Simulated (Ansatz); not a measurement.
# Σ9 (221) boundary in fcc Ir with O (interstitial): structure and resistance

Wanted: what the Σ9 (221) boundary in fcc Ir with O (interstitial) costs an interconnect.

Main program and level: Ansatz 0.2.0; Ansatz plane-wave DFT, PBE, PAW files; relaxation of a bicrystal slab with its lowest layers held; PAW set soft_1, in the first sound run; inputs show where later runs differ.

## 1. Starting point

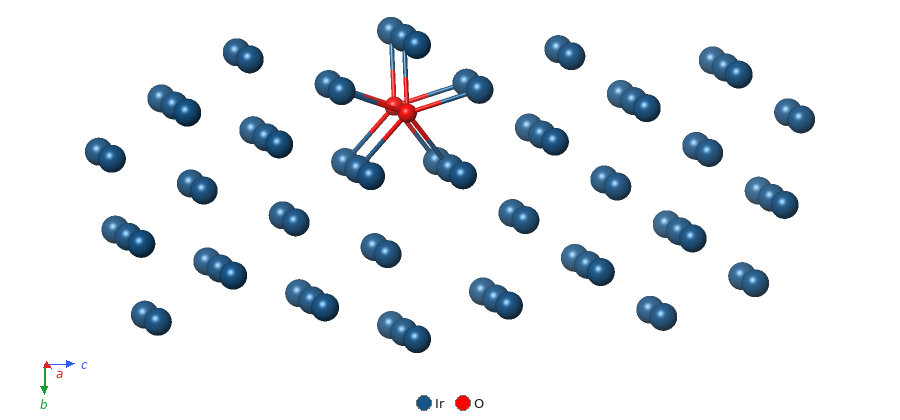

Start, viewed from the side, with the c axis across the page; iridium blue, oxygen red. 2×1×1 cells are drawn. Bonds to atoms that aren't drawn are left out. Some periodic images of atoms are drawn too.

The cell holds 31 atoms: 30 Ir and 1 O. Its edges and angles: a = 2.715 Å, b = 8.145 Å, c = 30.197 Å, α = 90.0°, β = 90.0°, γ = 90.0°. It derives from Ir. built on the (2 2 1) plane; 2 overlapping atoms removed and the grains opened by 0 Å. Vacuum lies along c.

## 2. Relaxing the bicrystal

The boundary is built by mirroring the lower grain in the boundary plane and removing any atoms that overlap; then the O is put in at the boundary. A thin bicrystal slab is relaxed first, with the lowest layers held and the upper grain free to shift and open.

input.yaml reads:

```yaml
crystal:
  lattice:
    - [2.7148657757, 0.0, 0.0]
    - [0.0, 8.1445973271, 0.0]
    - [0.0, 0.0, 30.197]
  atoms:
    - { symbol: Ir, position: [0.5000000002, 0.3888888889, 0.1655793622] }
    - { symbol: Ir, position: [2.0e-10, 0.6666666667, 0.186770209] }
    - { symbol: Ir, position: [0.5000000002, 0.9444444445, 0.2079610557] }
    - { symbol: Ir, position: [2.0e-10, 0.2222222222, 0.2291519025] }
    - { symbol: Ir, position: [0.5000000002, 0.5, 0.2503427493] }
    - { symbol: Ir, position: [1.0e-10, 0.7777777778, 0.2715335961] }
    - { symbol: Ir, position: [0.5000000001, 0.0555555556, 0.2927244428] }
    - { symbol: Ir, position: [1.0e-10, 0.3333333333, 0.3139152896] }
    - { symbol: Ir, position: [0.5000000001, 0.6111111111, 0.3351061364] }
    - { symbol: Ir, position: [1.0e-10, 0.8888888889, 0.3562969831] }
    - { symbol: Ir, position: [0.5000000001, 0.1666666667, 0.3774878299] }
    - { symbol: Ir, position: [0.0, 0.4444444444, 0.3986786767] }
    - { symbol: Ir, position: [0.5, 0.7222222222, 0.4198695235] }
    - { symbol: Ir, position: [0.0, 0.0, 0.4410603702] }
    - { symbol: O, position: [0.25, 0.25, 0.4410603702] }
    - { symbol: Ir, position: [0.0, 0.4444444444, 0.4834420638] }
    - { symbol: Ir, position: [0.5000000001, 0.1666666667, 0.5046329106] }
    - { symbol: Ir, position: [1.0e-10, 0.8888888889, 0.5258237573] }
    - { symbol: Ir, position: [0.5000000001, 0.6111111111, 0.5470146041] }
    - { symbol: Ir, position: [1.0e-10, 0.3333333333, 0.5682054509] }
    - { symbol: Ir, position: [0.5000000001, 0.0555555556, 0.5893962976] }
    - { symbol: Ir, position: [1.0e-10, 0.7777777778, 0.6105871444] }
    - { symbol: Ir, position: [0.5000000002, 0.5, 0.6317779912] }
    - { symbol: Ir, position: [2.0e-10, 0.2222222222, 0.652968838] }
    - { symbol: Ir, position: [0.5000000002, 0.9444444445, 0.6741596847] }
    - { symbol: Ir, position: [2.0e-10, 0.6666666667, 0.6953505315] }
    - { symbol: Ir, position: [0.5000000002, 0.3888888889, 0.7165413783] }
    - { symbol: Ir, position: [3.0e-10, 0.1111111111, 0.7377322251] }
    - { symbol: Ir, position: [0.5000000003, 0.8333333334, 0.7589230718] }
    - { symbol: Ir, position: [3.0e-10, 0.5555555556, 0.7801139186] }
    - { symbol: Ir, position: [0.5000000003, 0.2777777778, 0.8013047654] }
kpoints:
  mp_grid: { grid: [9, 3, 1] }
hamiltonian:
  xc: pbe
  pseudopotentials: { kind: paw, azcp: { folder: soft_1 } }
scf:
  occupations: { method: fermi_dirac, width: 0.1 }
relax:
  f_tol: 0.03
  max_steps: 80
  constraints: [{ sites: [0, 1, 2, 3, 4] }]
```

On the command line:

```
$ ansatz run input.yaml --threads 4 --pin off --max-ram 15360MiB --backend cpu --events-out ev --progress --plain --runs-dir out
```

Numbers of over 12 decimals in the logs are rounded to 6 here.

Output:

```text
Engine: ansatz 0.2.0, aarch64-unknown-linux-gnu
Pseudopotentials: kind: paw
Pseudopotential: Ir, paw, valence charge 17, recommended cutoff 420 eV (normal), soft_1/Ir.paw.azcp
Pseudopotential: O, paw, valence charge 6, recommended cutoff 420 eV (normal), soft_1/O.paw.azcp
Functional definition: PBE
  parameter kappa = 0.804
  parameter beta = 0.066725
  exchange = pbe_x(kappa = kappa, mu = beta*pi^2/3)
  correlation = pbe_c(beta = beta)
Crystal: 31 atoms, lattice volume = 667.701 Å³
Basis set: ecut = 420 eV, 13167 PW (Γ), exchange–correlation on 40×120×432 points (8 copies of the dense FFT grid, shifted against one another)
Bands: 310, of which v1, the nominal top of the filled ones, is band 258 counted from 1 (257 counted from 0)
Symmetry: 1 space group operations
Space group: P1 (ITA 1), of the structure as read, at distance tolerance 8.7e-5 Å
k-points: 14 of 27 (time reversal used)
Non-local potential: Ir, projectors of the file, l = 0: 3, l = 1: 2, l = 2: 2, l = 3: 1
Non-local potential: O, projectors of the file, l = 0: 2, l = 1: 2, l = 2: 1
PAW form: soft (Blöchl's): semilocal exchange-correlation on the pseudo side does not see the compensation charge
PAW one-centre angular grid: Ir, 590 points (default); XC on 64 Gauss nodes
PAW one-centre angular grid: O, 110 points (default); XC on 64 Gauss nodes
Initial density: superposition of atomic densities (neutral atoms: chi_scale 0, normalization atom)
Initial wavefunctions: pseudopotential atomic-orbital guess
Functional: x = pbe(κ = 0.804, μ = 0.219515), c = pbe(β = 0.066725)
iter 1 solved again at ethr=2.62e-3 eV; its pass at ethr=3.10e-3 eV (dr2=1.35e1 eV) is discarded
SCF iter   1: F=—  HF=-358662.614182 eV  |F-HF|=—  |Δ(HF+E_count)|=         —  Δρ=4.33e-2  dr2=1.35e1  ethr=2.62e-3  ⟨swp⟩=2.8  Hψ=22118  notcnv=0
preconditioner: auto → LDOS  [metal: Δε(μ)=0.009 eV  Ē_g=6.703 eV  σ=0.100 eV  W_gap=0.02  n_scr=196 (ndim 8)  ℏωp=23.9 eV  f_vac=0.300  D(μ)=32.40/eV (n_scr^D=304)  β→1.0]
SCF iter   2: F=—  HF=-358662.334273 eV  |F-HF|=—  |Δ(HF+E_count)|=   2.80e-1  Δρ=3.11e-2  dr2=1.10e1  ethr=2.62e-3  ⟨swp⟩=3.5  Hψ=12902  notcnv=0  defer=130
SCF iter   3: F=—  HF=-358659.310579 eV  |F-HF|=—  |Δ(HF+E_count)|=    3.02e0  Δρ=6.41e-3  dr2=5.49e-1  ethr=2.13e-3  ⟨swp⟩=3.1  Hψ=8635  notcnv=0  defer=192
SCF iter   4: F=—  HF=-358659.276439 eV  |F-HF|=—  |Δ(HF+E_count)|=   3.41e-2  Δρ=3.23e-3  dr2=1.11e-1  ethr=1.06e-4  ⟨swp⟩=2.4  Hψ=8867  notcnv=0  defer=187
SCF iter   5: F=—  HF=-358659.250107 eV  |F-HF|=—  |Δ(HF+E_count)|=   2.63e-2  Δρ=1.06e-3  dr2=1.28e-2  ethr=2.16e-5  ⟨swp⟩=3.2  Hψ=8591  notcnv=0  defer=187
SCF iter   6: F=—  HF=-358659.251352 eV  |F-HF|=—  |Δ(HF+E_count)|=   1.25e-3  Δρ=3.62e-4  dr2=2.02e-3  ethr=2.49e-6  ⟨swp⟩=2.1  Hψ=6542  notcnv=0  defer=187
SCF iter   7: F=—  HF=-358659.251328 eV  |F-HF|=—  |Δ(HF+E_count)|=   2.45e-5  Δρ=1.19e-4  dr2=2.41e-4  ethr=3.91e-7  ⟨swp⟩=2.8  Hψ=7701  notcnv=0  defer=187
SCF iter   8: F=—  HF=-358659.251300 eV  |F-HF|=—  |Δ(HF+E_count)|=   2.81e-5  Δρ=5.10e-5  dr2=3.63e-5  ethr=4.66e-8  ⟨swp⟩=2.6  Hψ=7168  notcnv=0  defer=187
SCF iter   9: F=-358659.251298 eV  HF=-358659.251301 eV  |F-HF|=2.90e-6  |Δ(HF+E_count)|=   1.62e-6  Δρ=2.02e-5  dr2=6.37e-6  ethr=4.36e-9  ⟨swp⟩=4.9  Hψ=14396  notcnv=0
SCF 1 converged in 9 iterations: F = -358659.251298 eV  dr2 = 6.37e-6
  greatest PAW one-centre occupation: 1.000 electrons in one spin orbital (limit 2), on the Ir atom at site 27 (counted from 0), in its partial waves of l = 0
relax step   1: F+E_penalty+E_count = -358659.25129839 eV  Δ(F+E_penalty+E_count) = +0.000e0 eV  max|allowed force component| = 1.967e0 eV/Å  Δτ_max = 0.0000 Å  (9 SCF iters, dr2 threshold 2.25e-5 eV, accepted)
Initial density: handed on by an earlier stage of this run
Initial wavefunctions: those handed on with the density
iter 1 solved again at ethr=8.80e-4 eV; its pass at ethr=3.10e-3 eV (dr2=4.54e0 eV) is discarded
SCF iter   1: F=—  HF=-358659.935186 eV  |F-HF|=—  |Δ(HF+E_count)|=         —  Δρ=1.28e-2  dr2=4.44e0  ethr=8.80e-4  ⟨swp⟩=1.1  Hψ=14618  notcnv=0  defer=181
preconditioner: auto → LDOS  [metal: Δε(μ)=0.002 eV  Ē_g=6.540 eV  σ=0.100 eV  W_gap=0.01  n_scr=196 (ndim 8)  ℏωp=23.9 eV  f_vac=0.305  D(μ)=33.18/eV (n_scr^D=320)  β→1.0]
SCF iter   2: F=—  HF=-358659.854350 eV  |F-HF|=—  |Δ(HF+E_count)|=   8.08e-2  Δρ=4.46e-3  dr2=2.88e-1  ethr=8.60e-4  ⟨swp⟩=2.0  Hψ=6456  notcnv=0  defer=181
SCF iter   3: F=—  HF=-358659.823048 eV  |F-HF|=—  |Δ(HF+E_count)|=   3.13e-2  Δρ=2.80e-3  dr2=1.52e-1  ethr=5.59e-5  ⟨swp⟩=3.0  Hψ=8198  notcnv=0  defer=181
SCF iter   4: F=—  HF=-358659.786343 eV  |F-HF|=—  |Δ(HF+E_count)|=   3.67e-2  Δρ=4.45e-4  dr2=2.41e-3  ethr=2.94e-5  ⟨swp⟩=2.2  Hψ=6444  notcnv=0  defer=181
SCF iter   5: F=—  HF=-358659.787370 eV  |F-HF|=—  |Δ(HF+E_count)|=   1.03e-3  Δρ=1.71e-4  dr2=4.70e-4  ethr=4.67e-7  ⟨swp⟩=2.9  Hψ=8621  notcnv=0  defer=189
SCF iter   6: F=-358659.787338 eV  HF=-358659.787361 eV  |F-HF|=2.37e-5  |Δ(HF+E_count)|=   8.44e-6  Δρ=5.82e-5  dr2=4.76e-5  ethr=1.94e-8  ⟨swp⟩=3.1  Hψ=16353  notcnv=0
SCF 2 converged in 6 iterations: F = -358659.787338 eV  dr2 = 4.76e-5
  greatest PAW one-centre occupation: 1.000 electrons in one spin orbital (limit 2), on the Ir atom at site 8 (counted from 0), in its partial waves of l = 0
relax step   2: F+E_penalty+E_count = -358659.78733751 eV  Δ(F+E_penalty+E_count) = -5.360e-1 eV  max|allowed force component| = 1.591e0 eV/Å  Δτ_max = 0.1903 Å  (6 SCF iters, dr2 threshold 1.00e-4 eV, accepted)
iter 1 solved again at ethr=4.79e-4 eV; its pass at ethr=3.10e-3 eV (dr2=2.47e0 eV) is discarded
SCF iter   1: F=—  HF=-358660.052534 eV  |F-HF|=—  |Δ(HF+E_count)|=         —  Δρ=1.03e-2  dr2=2.53e0  ethr=4.79e-4  ⟨swp⟩=1.9  Hψ=15852  notcnv=0  defer=184
preconditioner: auto → LDOS  [metal: Δε(μ)=0.011 eV  Ē_g=6.482 eV  σ=0.100 eV  W_gap=0.03  n_scr=196 (ndim 8)  ℏωp=23.9 eV  f_vac=0.301  D(μ)=33.06/eV (n_scr^D=320)  β→1.0]
SCF iter   2: F=—  HF=-358660.012373 eV  |F-HF|=—  |Δ(HF+E_count)|=   4.02e-2  Δρ=2.64e-3  dr2=7.85e-2  ethr=4.79e-4  ⟨swp⟩=2.0  Hψ=5891  notcnv=0  defer=184
SCF iter   3: F=—  HF=-358660.013462 eV  |F-HF|=—  |Δ(HF+E_count)|=   1.09e-3  Δρ=2.00e-3  dr2=9.65e-2  ethr=1.52e-5  ⟨swp⟩=2.9  Hψ=9352  notcnv=0  defer=188
SCF iter   4: F=—  HF=-358659.995649 eV  |F-HF|=—  |Δ(HF+E_count)|=   1.78e-2  Δρ=4.16e-4  dr2=3.56e-3  ethr=1.52e-5  ⟨swp⟩=2.0  Hψ=6396  notcnv=0  defer=190
SCF iter   5: F=—  HF=-358659.994757 eV  |F-HF|=—  |Δ(HF+E_count)|=   8.91e-4  Δρ=8.94e-5  dr2=1.15e-4  ethr=6.89e-7  ⟨swp⟩=3.0  Hψ=8305  notcnv=0  defer=190
[...]
relax step  11: F+E_penalty+E_count = -358660.96009485 eV  Δ(F+E_penalty+E_count) = -6.968e-2 eV  max|allowed force component| = 2.166e-1 eV/Å  Δτ_max = 0.0940 Å  (8 SCF iters, accepted)
relax step  12: F+E_penalty+E_count = -358660.99511321 eV  Δ(F+E_penalty+E_count) = -3.502e-2 eV  max|allowed force component| = 1.158e-1 eV/Å  Δτ_max = 0.1000 Å  (7 SCF iters, dr2 threshold 4.20e-6 eV, accepted)
relax step  13: F+E_penalty+E_count = -358661.01202124 eV  Δ(F+E_penalty+E_count) = -1.691e-2 eV  max|allowed force component| = 1.485e-1 eV/Å  Δτ_max = 0.1463 Å  (7 SCF iters, dr2 threshold 1.20e-6 eV, accepted)
relax step  14: F+E_penalty+E_count = -358661.01340750 eV  Δ(F+E_penalty+E_count) = -1.386e-3 eV  max|allowed force component| = 1.321e-1 eV/Å  Δτ_max = 0.0285 Å  (5 SCF iters, dr2 threshold 6.29e-6 eV, accepted)
relax step  15: F+E_penalty+E_count = -358661.01330850 eV  Δ(F+E_penalty+E_count) = +9.899e-5 eV  max|allowed force component| = 5.201e-2 eV/Å  Δτ_max = 0.0364 Å  (5 SCF iters, dr2 threshold 1.38e-5 eV, rejected (line search))
relax step  16: F+E_penalty+E_count = -358661.01340824 eV  Δ(F+E_penalty+E_count) = -7.497e-7 eV  max|allowed force component| = 1.322e-1 eV/Å  Δτ_max = 0.0000 Å  (7 SCF iters, accepted)
relax step  17: F+E_penalty+E_count = -358661.01329824 eV  Δ(F+E_penalty+E_count) = +1.100e-4 eV  max|allowed force component| = 5.194e-2 eV/Å  Δτ_max = 0.0367 Å  (5 SCF iters, dr2 threshold 1.38e-5 eV, rejected (line search))
SCF iter   1: F=—  HF=-358661.013505 eV  |F-HF|=—  |Δ(HF+E_count)|=         —  Δρ=8.52e-4  dr2=3.01e-3  ethr=4.97e-6  ⟨swp⟩=2.2  Hψ=7619  notcnv=0  defer=182
preconditioner: auto → LDOS  [metal: Δε(μ)=0.028 eV  Ē_g=6.498 eV  σ=0.100 eV  W_gap=0.07  n_scr=196 (ndim 8)  ℏωp=23.9 eV  f_vac=0.300  D(μ)=32.91/eV (n_scr^D=320)  β→1.0]
SCF iter   2: F=—  HF=-358661.013317 eV  |F-HF|=—  |Δ(HF+E_count)|=   1.88e-4  Δρ=2.24e-4  dr2=4.77e-4  ethr=5.83e-7  ⟨swp⟩=2.2  Hψ=7152  notcnv=0  defer=182
SCF iter   3: F=—  HF=-358661.013254 eV  |F-HF|=—  |Δ(HF+E_count)|=   6.28e-5  Δρ=1.11e-4  dr2=2.27e-4  ethr=9.24e-8  ⟨swp⟩=3.3  Hψ=8962  notcnv=0  defer=182
SCF iter   4: F=—  HF=-358661.013173 eV  |F-HF|=—  |Δ(HF+E_count)|=   8.12e-5  Δρ=3.64e-5  dr2=1.14e-5  ethr=4.41e-8  ⟨swp⟩=2.1  Hψ=6510  notcnv=0  defer=182
SCF iter   5: F=—  HF=-358661.014571 eV  |F-HF|=—  |Δ(HF+E_count)|=   1.40e-3  Δρ=8.65e-6  dr2=7.11e-7  ethr=2.20e-9  ⟨swp⟩=2.6  Hψ=7907  notcnv=0  defer=182
SCF iter   6: F=-358661.014571 eV  HF=-358661.014571 eV  |F-HF|=4.38e-8  |Δ(HF+E_count)|=   1.66e-7  Δρ=2.69e-6  dr2=7.65e-8  ethr=1.94e-11  ⟨swp⟩=5.1  Hψ=16072  notcnv=0
SCF 18 converged in 6 iterations: F = -358661.014571 eV  dr2 = 7.65e-8
relax step  18: F+E_penalty+E_count = -358661.01457077 eV  Δ(F+E_penalty+E_count) = -1.163e-3 eV  max|allowed force component| = 1.181e-2 eV/Å  Δτ_max = 0.0181 Å  (6 SCF iters, accepted)
SCF converged after 6 iterations
Free energy (F): -358661.014571 eV
Harris-Foulkes:  -358661.014571 eV  (|F-HF|=4.38e-8)
Internal energy: -358659.921508 eV  (E = F + TS)
E sigma→0 (E₀):  -358660.468039 eV
Entropy (-TS):   -1.093063 eV (-35.260 meV/atom)
Fermi energy:    14.566331 eV
--- Per-component energies (eV) ---
  E_band       = -8042.359947
  E_kinetic    = 16345.069624
  E_local      = -632646.295447  (includes V_loc(G=0)·N_el)
  E_nonlocal   = 5753.004307
  E_hartree    = 309368.461431
  E_xc         = -6964.792672
  E_vxc        = -7772.761627  (∫ρ·V_xc dr)
  E_paw        = -278116.598428  (= ΣΔE_a)
  E_vpaw       = -8458.304533  (= ΣTr[D̂ρ^β])
  E_aug_tail   = 0.011250  (compensation charges beyond the density's cutoff)
  E_ewald      = 227601.218427
  E_smearing   = -1.093063  (= −TS)
  E_closure    = 0.000000  (closes the sum)
  Σ components = -358661.014571   (vs F -358661.014571, Δ=0.00e0)
--- Forces (eV/Å), atoms counted from 1 ---
  atom   1  Ir     0.00596153     0.67221165     1.13617134
  atom   2  Ir     0.00465678    -0.20979391    -0.03877483
  atom   3  Ir    -0.01375353    -0.40928903     0.10569588
  atom   4  Ir    -0.00429465    -0.12711191    -1.05094303
  atom   5  Ir     0.01516391     0.08953095    -0.15083107
  atom   6  Ir     0.00046986    -0.00871630     0.00197358
  atom   7  Ir     0.00231764     0.00670844    -0.00294063
  atom   8  Ir     0.00070381    -0.00799521     0.00035681
  atom   9  Ir     0.00523552    -0.00332931     0.00257921
  atom  10  Ir    -0.00179581     0.00731431     0.00701092
  atom  11  Ir    -0.00666912     0.00098956     0.00317280
  atom  12  Ir     0.00224562    -0.00097044     0.00032144
  atom  13  Ir     0.00137728    -0.01180611    -0.00327797
  atom  14  Ir     0.00114014     0.00744773     0.01044882
  atom  15  O     -0.00015758    -0.00389232    -0.00200966
  atom  16  Ir    -0.00207538     0.00099333    -0.00561487
  atom  17  Ir    -0.00362596    -0.00039739    -0.00621966
  atom  18  Ir     0.00102764     0.00961122    -0.00346003
  atom  19  Ir     0.00229702    -0.00445035    -0.00640075
  atom  20  Ir    -0.00509656     0.00389174    -0.00111878
  atom  21  Ir    -0.00069437    -0.00423865     0.00406503
  atom  22  Ir    -0.00112062    -0.00507303     0.00437520
  atom  23  Ir     0.00499142     0.00123957    -0.00131908
  atom  24  Ir    -0.00107710     0.00238748    -0.00362918
  atom  25  Ir    -0.00099370    -0.00149493     0.00123994
  atom  26  Ir    -0.00116662    -0.00241602    -0.00228558
  atom  27  Ir    -0.00194636     0.00060887     0.00046913
  atom  28  Ir     0.00014057    -0.00171985     0.00140541
  atom  29  Ir    -0.00220327     0.00199987    -0.00042515
  atom  30  Ir    -0.00026343    -0.00093108    -0.00018428
  atom  31  Ir    -0.00079451    -0.00131200     0.00012980
  max |Σ_I F_I| component: 1.92e-5 eV/Å
--- Relaxed structure (18 steps of the walk, 15 accepted, 0 SCFs on fresh bases) ---
  F+E_penalty+E_count = -358661.01457077 eV   max|allowed force component| = 1.181e-2 eV/Å
  atoms:
    - { symbol: Ir, position: [0.5000000002, 0.388889, 0.1655793622] }
    - { symbol: Ir, position: [2.0000000000000003e-10, 0.666667, 0.186770209] }
    - { symbol: Ir, position: [0.5000000002, 0.944444, 0.2079610557] }
    - { symbol: Ir, position: [2.0000000000000003e-10, 0.222222, 0.2291519025] }
    - { symbol: Ir, position: [0.5000000002, 0.500000, 0.2503427493] }
    - { symbol: Ir, position: [-0.00154427, 0.777652, 0.271505] }
    - { symbol: Ir, position: [0.499674, 0.057067, 0.291898] }
    - { symbol: Ir, position: [0.00265633, 0.334371, 0.313884] }
    - { symbol: Ir, position: [0.504974, 0.608623, 0.336380] }
    - { symbol: Ir, position: [-0.00232205, 0.887616, 0.355640] }
    - { symbol: Ir, position: [0.506111, 0.163793, 0.375620] }
    - { symbol: Ir, position: [0.0086164, 0.441462, 0.402247] }
    - { symbol: Ir, position: [0.488875, 0.733022, 0.421719] }
    - { symbol: Ir, position: [0.010910, 0.00375354, 0.441395] }
    - { symbol: O, position: [0.207610, 0.253475, 0.448835] }
    - { symbol: Ir, position: [-0.047201, 0.592388, 0.486772] }
    - { symbol: Ir, position: [0.405854, 0.317334, 0.510422] }
    - { symbol: Ir, position: [-0.066815, 1.034207, 0.527349] }
    - { symbol: Ir, position: [0.435158, 0.760306, 0.549082] }
    - { symbol: Ir, position: [-0.074298, 0.480036, 0.572033] }
    - { symbol: Ir, position: [0.432327, 0.198724, 0.593045] }
    - { symbol: Ir, position: [-0.066143, 0.923918, 0.613729] }
    - { symbol: Ir, position: [0.434006, 0.647692, 0.636262] }
    - { symbol: Ir, position: [-0.069252, 0.367701, 0.657368] }
    - { symbol: Ir, position: [0.432642, 1.093418, 0.679101] }
    - { symbol: Ir, position: [-0.068130, 0.816550, 0.699053] }
    - { symbol: Ir, position: [0.431466, 0.535323, 0.719756] }
    - { symbol: Ir, position: [-0.068191, 0.254036, 0.745589] }
    - { symbol: Ir, position: [0.431100, 0.975850, 0.763010] }
    - { symbol: Ir, position: [-0.068391, 0.703325, 0.783338] }
    - { symbol: Ir, position: [0.431839, 0.435575, 0.802920] }
```

Wall time 37 min (4 threads of Arm Neoverse V1, shared host); peak memory 4.7 GiB; 2.4 h of CPU time.

This run has no spin polarisation, although Ir can carry a moment.

(Continued in part 2 of 2.)

[Logs are printed without paths, hosts, clocks, repeated set-up lines and the standing remarks that a program may print on its own settings, such as how far it seeks lower states.]

[Hosts, paths, dates, database ids (printed as entryN), source tags and the programs' standing remarks are cut or masked in the printed files.]
